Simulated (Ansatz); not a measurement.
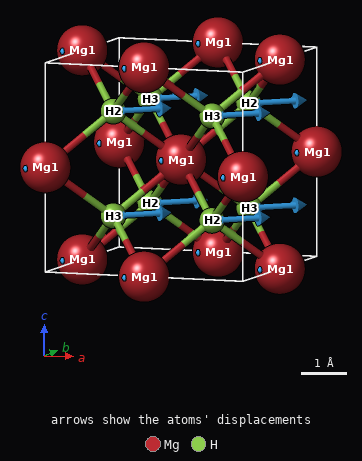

One vibrational mode of crystalline MgH$_{2}$ (a generated structure) at the zone centre. Displacements are drawn as blue arrows; their common scale and sign are arbitrary. Style: ball-and-stick. Shown: the conventional cell (4 times the calculation's cell), slightly off an axis. Lengths and directions refer to the drawn axes.

Method: DFT PBE, scalar-relativistic, plane waves, PAW in Ansatz 0.2.0. Set-up: plane-wave cutoff 420 eV; k-point mesh 20 × 20 × 20; occupations fermi dirac; smearing width 0.15 eV; no spin polarisation.

The frequencies depend somewhat on the k-mesh and the smearing.

Give the character and frequency of this mode.

Answer. This is a doubly degenerate mode (one member of the set is drawn) at 666 cm⁻¹, the lowest optical level. The H sublattice moves against the Mg sublattice, along [1 1 0]; it stretches the shortest H–Mg bonds (2.06 Å); the kinetic energy is shared as H 92 %, Mg 8 %.
